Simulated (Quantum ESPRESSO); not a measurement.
Run report: Mg, relaxation of cell and atoms

System: Mg (P-1, 2 atoms in the cell).
Method: Kohn-Sham DFT of a periodic cell, PBEsol with D3M, PseudoDojo 0.4.1 SR PBEsol standard (Quantum ESPRESSO 7.5).

The structure derives from a Materials Project entry.

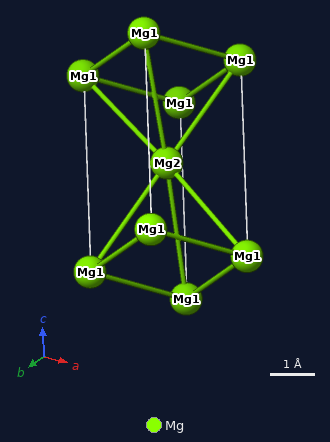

**Figure 1.** The structure (ball-and-stick view of the cell of the calculation, seen at an oblique angle; atoms are numbered from 1 in the order of the input). An atom can appear more than once, as a periodic image.

## Input
```
&CONTROL
  calculation = 'vc-relax'
  prefix = 'pwscf'
  outdir = './tmp'
  pseudo_dir = './pseudo'
  tprnfor = .true.
  tstress = .true.
  disk_io = 'low'
  nstep = 30
  forc_conv_thr = 0.0004
  etot_conv_thr = 1d-05
/
&SYSTEM
  ibrav = 0
  nat = 2
  ntyp = 1
  ecutwfc = 84
  nbnd = 16
  occupations = 'smearing'
  smearing = 'fd'
  degauss = 0.00734986
  vdw_corr = 'grimme-d3'
  dftd3_version = 5
/
&ELECTRONS
  conv_thr = 4d-10
  electron_maxstep = 75
  mixing_beta = 0.5
/
&IONS
  ion_dynamics = 'bfgs'
/
&CELL
  cell_dynamics = 'bfgs'
  press = 0
  press_conv_thr = 0.3
/
ATOMIC_SPECIES
Mg    24.3050 Mg.upf
CELL_PARAMETERS angstrom
   1.8359916300   -1.8359916300   -1.6794040200
   1.8359916300    1.8359916300   -1.6794040200
   3.6719832600    0.0000000000    3.3588080400
ATOMIC_POSITIONS crystal
Mg     0.9900123600    0.9991771300    0.9906226200
Mg     0.5099876400    0.5008228700    0.5093773800
K_POINTS automatic
5 5 3
```

Command:
```bash
OMP_NUM_THREADS=1 pw.x -in pw.in > pw.out
```

## Log
```
This program is part of the open-source Quantum ESPRESSO suite
     for quantum simulation of materials; please cite
         "P. Giannozzi et al., J. Phys.:Condens. Matter 21 395502 (2009);
         "P. Giannozzi et al., J. Phys.:Condens. Matter 29 465901 (2017);
         "P. Giannozzi et al., J. Chem. Phys. 152 154105 (2020);
          URL
     in publications or presentations arising from this work. More details at

 %%%%%%%%%%%%%%%%%%%%%%%%%%%%%%%%%%%%%%%%%%%%%%%%%%%%%%%%%%%%%%%%%%%%%%%%%%%%%%
     Error in routine card_kpoints (1):
      end of file while reading automatic k points
 %%%%%%%%%%%%%%%%%%%%%%%%%%%%%%%%%%%%%%%%%%%%%%%%%%%%%%%%%%%%%%%%%%%%%%%%%%%%%%

     stopping ...
```

## What the run reported

| quantity | value |
| --- | --- |
| outcome | refused by the program |
| space group (tolerance 0.01 Å) | P-1 (2) |
| hardware | 1 thread of Intel Xeon (Granite Rapids), 16 GiB of memory available, shared host |

## What went wrong

Some settings of this run were drawn to be unusual or wrong. The program refused the input: “card_kpoints (1): end of file while reading automatic k points”
